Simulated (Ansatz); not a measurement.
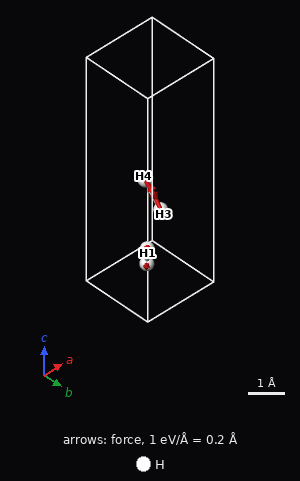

Starting geometry of a crystal of H (set up in P1) with the computed forces as red arrows. The picture is a ball-and-stick view of the cell of the calculation, seen from a free direction.

Case: all atoms moved at random, sigma 0.4 Å for each component; relaxed back.

These are results of DFT PBE, scalar-relativistic, plane waves, PAW in Ansatz 0.2.0, not measurements. Set-up: plane-wave cutoff 420 eV; k-point mesh 8 × 8 × 4; occupations gaussian; smearing width 0.05 eV; no spin polarisation; cell and atoms relaxed; force threshold 0.01 eV/Å; at most 80 steps.

Q: What follows when this structure is relaxed?

A: It isn't relaxed: the largest force vector, on an H atom, is 4.18 eV/Å. The final displacements have little in common with the starting forces (cosine between the two patterns 0.26). The energy falls by 0.710 eV per cell of the calculation in 14 accepted moves (17 points after the start). The largest force component goes from 3.6 to 0.005 eV/Å. The pressure goes from −0.73 to 0.02 GPa. The line search rejected the trial steps at points 7, 9 of the run. The SCF was repeated once at an unchanged geometry on a basis and grid sized afresh for the cell, which shifted the energy by 0.6 meV per cell of the calculation at most. The atom that moves furthest relative to the cell is an H atom (0.89 Å along [0 −1 −2]). The volume changes by +1.0 %, with a 3.358 → 3.414 Å (+1.7 %), b 3.358 → 3.370 Å (+0.4 %), c 6.776 → 6.744 Å (−0.5 %), β 90.0° → 90.3°, γ 116.3° → 116.9°. Among the contacts that change: H–H 0.932 → 0.750 Å, H–H 0.724 → 0.751 Å. The space group stays P1 (No. 1). The run took 55 s on 1 thread of Intel(R) Xeon(R) 6975P-C (Granite Rapids) (shared host), peak memory 0.44 GiB.
